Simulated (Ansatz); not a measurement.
```
CELL_PARAMETERS angstrom
5.42585 0.00000 0.00000
0.00000 5.42585 0.00000
0.00000 0.00000 5.42585
ATOMIC_POSITIONS crystal
Ca 0.25000 0.25000 0.25000
Ca 0.25000 0.75000 0.75000
Ca 0.75000 0.75000 0.25000
Ca 0.75000 0.25000 0.75000
O 0.00000 0.50000 0.50000
O 0.00000 0.50000 0.00000
O 0.50000 0.00000 0.50000
O 0.00000 0.00000 0.50000
O 0.50000 0.00000 0.00000
O 0.50000 0.50000 0.00000
```

Space group Pn-3m; a structure generated by program, which may or may not match a known phase.

The calculation used DFT PBE, scalar-relativistic, plane waves, PAW in Ansatz 0.2.0.

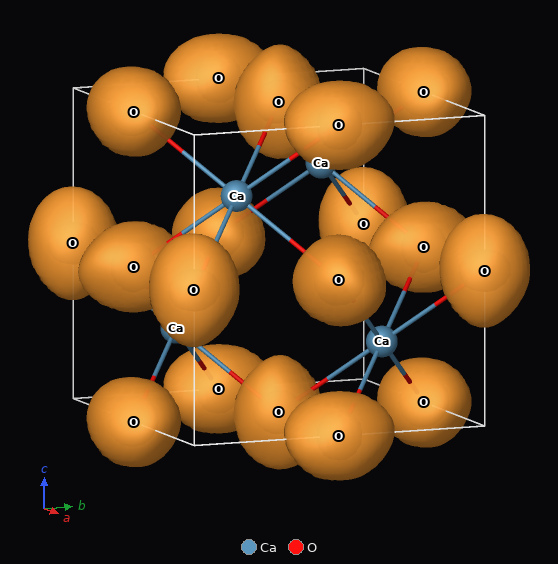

Ca₂O₃. Isosurface of the ELF at 0.75 (orange), seen slightly off an axis. Only the valence region is drawn (cores and ρ < 0.01 e/Å³ removed). Sticks mark near contacts.

Core electrons are frozen (PAW), and the valence fields are smoothed inside the atomic spheres.

Identify the bonds, lone pairs and shells in this picture.

The surface consists of six regions wrapped around O (the valence shell of each), counted in one cell of 10 atoms. Regions shared between cells count once.

Values along the shortest contacts:
Ca–O (2.35 Å): the ELF is about 0.10 at the midpoint: no shared electron pair shows on this line.
